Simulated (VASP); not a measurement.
**A series of single points on Ta3N**

System: Ta3N (P-3m1, 4 atoms in the cell).
Method: Kohn-Sham DFT of a periodic cell, PBEsol, VASP PAW PBE potentials, recommended, no spin polarisation (VASP 6.6.1).

The 7 runs differ only in the geometry, by an even scaling of the cell at fixed fractional positions. The structure derives from a Materials Project entry.

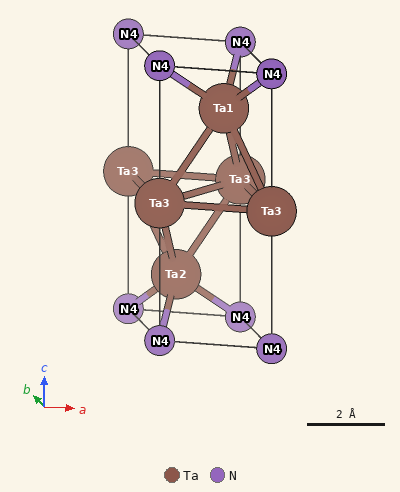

Figure 1. The structure of run 4 (ball-and-stick view of the cell of the calculation, seen slightly off an axis; atoms are numbered from 1 in the order of the input). An atom can appear more than once, as a periodic image.

### INCAR of run 4
```
SYSTEM = Ta3N
ALGO = Normal ; EDIFF = 1E-7
ENCUT = 520 ; GGA = PS
ISIF = 2 ; ISMEAR = -1
LASPH = .True. ; LCHARG = .True.
LELF = .True. ; LREAL = .False.
LVHAR = .True. ; LWAVE = .False.
NBANDS = 27 ; NELM = 60
PREC = Accurate ; SIGMA = 0.05
```

### KPOINTS of run 4
```
k-points
0
Gamma
  10 10 4
  0 0 0
```

### POSCAR of run 4
```
Ta3N
1.0
    3.0322239879      0.0000000000      0.0000000000
   -1.5161119940      2.6259830035      0.0000000000
    0.0000000000      0.0000000000      7.5241370000
Ta N
3 1
Direct
    0.6666666667      0.3333333333      0.8260700000
    0.3333333333      0.6666666667      0.1739300000
    0.0000000000      0.0000000000      0.5000000000
    0.0000000000      0.0000000000      0.0000000000
```

Command:
```bash
cat potpaw_PBE.64/Ta_pv/POTCAR potpaw_PBE.64/N/POTCAR > POTCAR
mpirun -np 1 vasp_std > vasp.out
```

Run 2 has the same physical settings and fractional positions; its lattice vectors (Å) are:
```
   2.991243    0.000000    0.000000
  -1.495621    2.590492    0.000000
   0.000000    0.000000    7.422447
```

### Results, with one run withheld

```csv
run,volume per atom (Å³),"free energy per atom, from the lowest run given (meV)",pressure (GPa)
1,14.079,10.60,8.75
2,14.379,?,?
3,14.678,0.00,−2.83
4,14.978,9.83,−7.76
5,15.277,28.43,−12.20
6,15.577,54.90,−16.19
7,15.877,88.44,−19.78
```

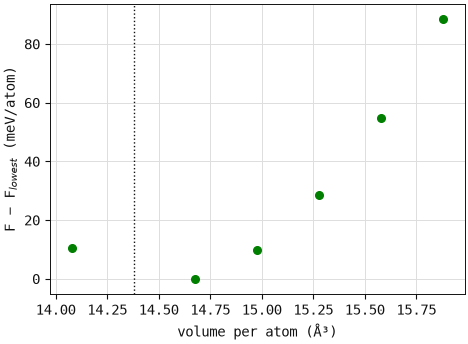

Figure 2. Free energy per atom of the runs given; the dotted line marks run 2.

Estimate the energy of run 2 from the others.

A cubic polynomial in V^(−2/3) (the Birch–Murnaghan form), fitted to the 6 runs given, misses them by at most 0.03 meV per atom. With x = V^(−2/3) − 0.16399 Å⁻², it reads F = 14.021 − 7676.4 x + 9.5509e+05 x² + 7.221e+05 x³ (meV per atom). At run 2 it gives −0.14 meV per atom, and the run itself gives −0.11. The slope of the fit gives a pressure −dF/dV of 2.73 GPa there, and the run prints 2.66 GPa. The two needn't agree exactly: the fit is approximate, and the printed stress is taken on a finite basis. The fit has its minimum at 14.524 Å³ per atom, where V d²F/dV² gives 267 GPa. Cell shape and fractional positions are held, so this is the stiffness under even scaling; the relaxed bulk modulus wasn't computed.

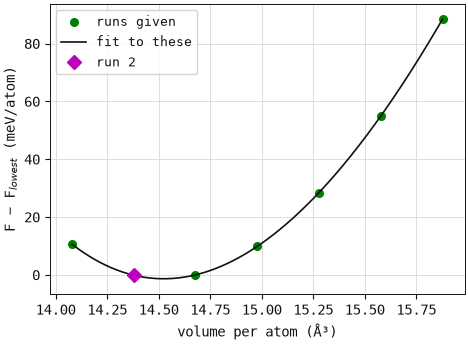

Figure 3. The fit and the withheld run.

### OSZICAR and lines of OUTCAR (run 2)
```
N       E                     dE             d eps       ncg     rms          rms(c)
DAV:   1     0.335187637999E+03    0.33519E+03   -0.21267E+04  2700   0.148E+03
DAV:   2    -0.362860735381E+02   -0.37147E+03   -0.36282E+03  3043   0.429E+02
DAV:   3    -0.519079377086E+02   -0.15622E+02   -0.15282E+02  3422   0.813E+01
DAV:   4    -0.521348133140E+02   -0.22688E+00   -0.22597E+00  3365   0.971E+00
DAV:   5    -0.521376421802E+02   -0.28289E-02   -0.28257E-02  3429   0.969E-01    0.315E+01
DAV:   6    -0.489035245822E+02    0.32341E+01   -0.13767E+01  3498   0.224E+01    0.150E+01
DAV:   7    -0.484999707521E+02    0.40355E+00   -0.19117E+00  3261   0.870E+00    0.615E+00
DAV:   8    -0.484514355382E+02    0.48535E-01   -0.49467E-01  3620   0.415E+00    0.991E-01
DAV:   9    -0.484338403017E+02    0.17595E-01   -0.23855E-01  3474   0.283E+00    0.555E-01
DAV:  10    -0.484294350326E+02    0.44053E-02   -0.30948E-02  3487   0.908E-01    0.209E-01
DAV:  11    -0.484290755149E+02    0.35952E-03   -0.28070E-03  3719   0.348E-01    0.552E-02
DAV:  12    -0.484290564415E+02    0.19073E-04   -0.19358E-04  3313   0.940E-02    0.254E-02
DAV:  13    -0.484290548759E+02    0.15655E-05   -0.20624E-05  3400   0.247E-02    0.721E-03
DAV:  14    -0.484290543384E+02    0.53752E-06   -0.17666E-06  3412   0.841E-03    0.290E-03
DAV:  15    -0.484290543351E+02    0.33679E-08   -0.49249E-07  3000   0.402E-03
   1 F= -.48429054E+02 E0= -.48416680E+02  d E =-.247490E-01
[... from OUTCAR:]
  free energy    TOTEN  =       -48.42905434 eV
  energy without entropy =      -48.40430538  energy(sigma->0) =      -48.41667986
 E-fermi :   6.8454     XC(G=0): -13.0227     alpha+bet :-14.0048
  free  energy   TOTEN  =       -48.4290543351 eV
  energy  without entropy=      -48.4043053783  energy(sigma->0) =      -48.41667986
```

Notes: Spin–orbit coupling is left out, which matters for Ta.
